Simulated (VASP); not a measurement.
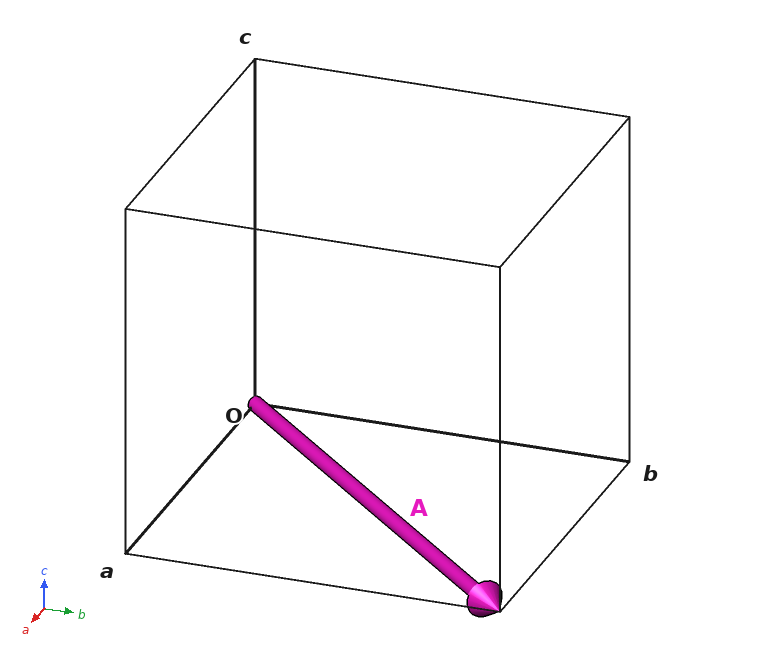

The arrow starts at a corner of the unit cell and ends on its surface; where a tip isn't a corner, dashed lines run from it parallel to the axes. Crystal: Ca, a cell listed in the Materials Project, as set up for an electronic-structure calculation. Symmetry computed with spglib at a tolerance of 0.002 Å; standard conventional cell.

a = 6.926 Å, b = 7.339 Å, c = 7.009 Å, α = 90.00°, β = 90.00°, γ = 90.00°.

**Index the direction.**

Arrow A runs from (0, 0, 0) to (1, 1, 0), so [1 1 0].

**How long is the vector ua + vb + wc?**

10.091 Å.

**In Cmce, No. 64, how many directions are equivalent to A (Laue class mmm, both senses counted)?**

4.
